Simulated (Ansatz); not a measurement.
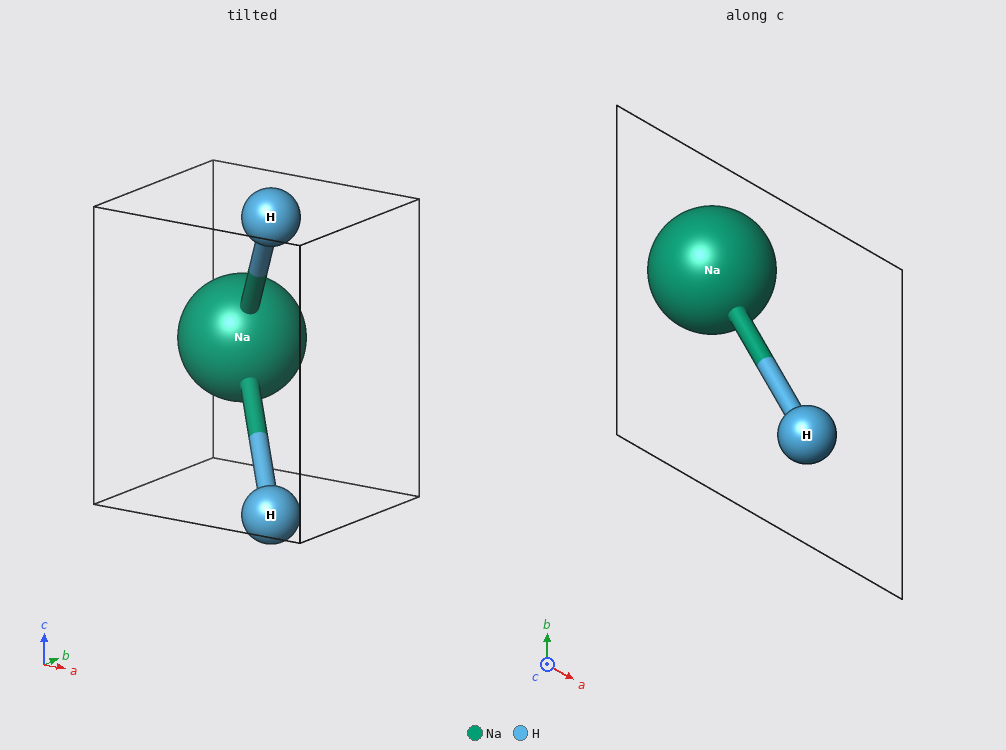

Crystal structure, ball-and-stick style, seen slightly off an axis and along the c axis. The conventional unit cell is outlined; an atom on or near a face, edge or corner is repeated at each equivalent position. Cell: a = 3.31 Å, b = 3.31 Å, c = 3.03 Å, α = 90.00°, β = 90.00°, γ = 120.00°.

The model was built from a structure type filled with these elements by a generator (whether the compound takes this form wasn't checked). Earlier steps of the study may have refined or changed the cell and positions. It was the input of a calculation with Ansatz.

Q: Characterise what is shown.

A: It has the composition NaH. The atoms follow space group P-6m2 (No. 187); the Bravais lattice is primitive hexagonal. The structure is of the kind named tungsten carbide (WC) type. It has 2 atoms to the cell (1 Na, 1 H). The neighbours of Na are six H in a trigonal prismatic arrangement at about 2.4 Å. The neighbours of H are six Na in a trigonal prismatic arrangement at about 2.4 Å. The bonds build a three-dimensional framework.

The numbers come from DFT PBE, scalar-relativistic, plane waves, PAW in Ansatz 0.2.0, using a kinetic-energy cutoff of 420 eV, a 12×12×10 k-point grid, Gaussian smearing of 0.02 eV, no spin polarisation.

Q: Is it conducting or gapped at this level?

A: A semiconductor at this level, with a gap of 2.31 eV, indirect.

Q: What net charge does each kind of atom have (Bader)?

A: Na +0.81 e; H -0.81 e.

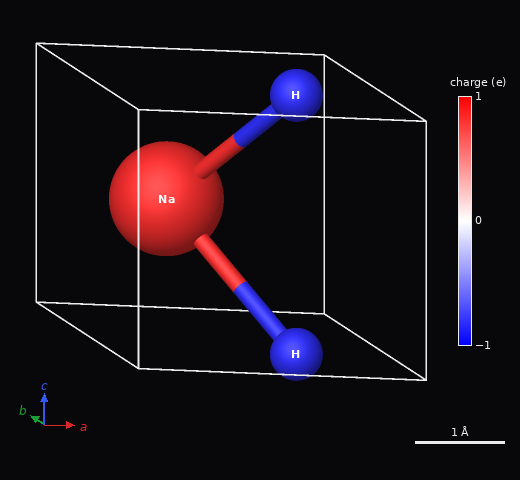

The atoms coloured by those charges. The run's cell of 2 atoms is drawn.

Q: Has the structure come to rest?

A: Yes. All forces vanish to within 0.01 eV/Å. The pressure is 0.0 GPa, close to zero.
